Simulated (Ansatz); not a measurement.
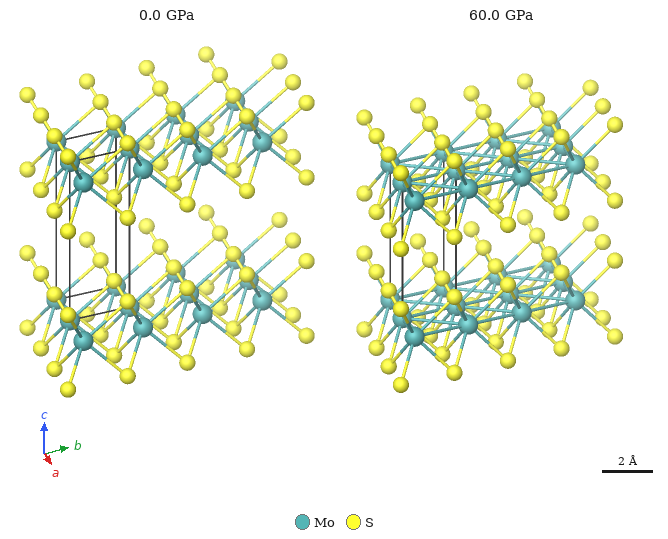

Crystalline MoS$_{2}$ (set up in P-6m2), relaxed (cell and atoms) at several target pressures. The picture shows the first and the last member. The picture is a ball-and-stick view of the cell of the calculation, repeated 2 × 3 × 1 with one cell outlined, seen slightly off an axis.

Computed with Ansatz 0.2.0: DFT PBE+D3(BJ), scalar-relativistic, plane waves, PAW. Settings: plane-wave cutoff 420 eV; k-point mesh 12 × 12 × 4 at 0.0 to 8.0, 12 × 12 × 6 at 15.0 to 60.0 GPa; occupations gaussian; smearing width 0.01 eV; no spin polarisation; cell and atoms relaxed; force threshold 0.008 eV/Å.

| pressure (GPa) | volume (Å³/atom) | a (Å) | c (Å) |
| --- | --- | --- | --- |
| 0.0 | 19.035 | 3.150 | 6.647 |
| 3.0 | 18.006 | 3.120 | 6.408 |
| 8.0 | ? | ? | ? |
| 15.0 | 16.106 | 3.031 | 6.073 |
| 30.0 | 14.792 | 2.948 | 5.898 |
| 60.0 | 13.164 | 2.827 | 5.705 |

> Fill in the missing row.

Murnaghan's form V = V₀(1 + B′P/B₀)^(−1/B′), with V₀ = 19.035 Å³ from the row at zero pressure, fits the other rows with B₀ = 55.3 GPa and B′ = 5.20 (largest miss 0.141 Å³). At 8.0 GPa it gives 19.035 × (1 + 5.20 × 8.0/55.3)^(−1/5.20) = 17.089 Å³ per atom. The calculation gives 17.028 Å³/atom (a = 3.080 Å, c = 6.219 Å). The estimate is 0.061 Å³/atom too high. From the first member to the last: S–S 3.514 → 2.519 Å, S–S 3.150 → 2.827 Å, Mo–Mo 3.150 → 2.827 Å.

The whole series:

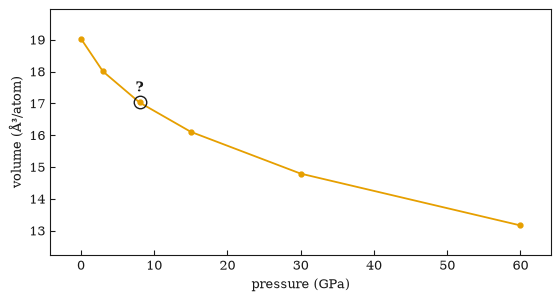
